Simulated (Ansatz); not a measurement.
Consider KBr.

```cif
data_structure
_symmetry_space_group_name_H-M 'P 1'
_symmetry_Int_Tables_number 1
_cell_length_a 4.6563
_cell_length_b 4.6563
_cell_length_c 6.5850
_cell_angle_alpha 90.000
_cell_angle_beta 90.000
_cell_angle_gamma 90.000
_cell_volume 142.77
loop_
_atom_site_label
_atom_site_type_symbol
_atom_site_fract_x
_atom_site_fract_y
_atom_site_fract_z
_atom_site_occupancy
K1 K 0.50000 0.50000 0.55695 1
K2 K 0.00000 0.00000 0.05695 1
Br1 Br 0.50000 0.50000 0.00000 1
Br2 Br 0.00000 0.00000 0.50000 1
```

Space group I4mm; changed on purpose from its base cell (one atom moved); not relaxed (largest force 0.7 eV/Å).

Theory: DFT PBE, scalar-relativistic, plane waves, PAW (Ansatz).

> Predict the valence pseudo-density and electron localisation function between the atoms.

K–Br (2.92 Å): the density is about 0.18 e/Å³ at the midpoint; the ELF is about 0.15 at the midpoint: a closed-shell, largely ionic contact.
K–Br (3.31 Å): ρ at the midpoint is about 0.08 e/Å³, with its minimum of 0.07 e/Å³ about 1.5 Å from K; the ELF is about 0.10 at the midpoint (a closed-shell, largely ionic contact).

> Metal or insulator at this level of theory?

It is gapped, with a Kohn–Sham gap of 4.5 eV on the k-point mesh (the band edges may lie off the mesh, which would make the gap smaller).

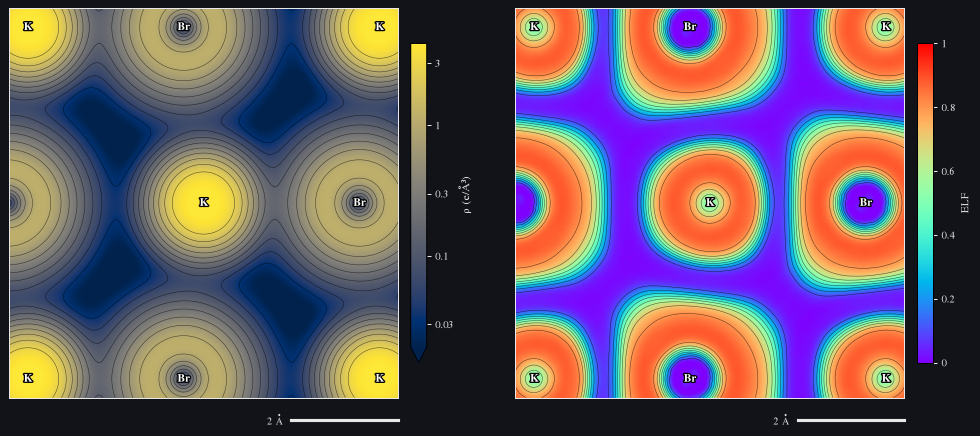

Computed valence pseudo-density and electron localisation function on the (110) plane of the conventional cell, in this order. 
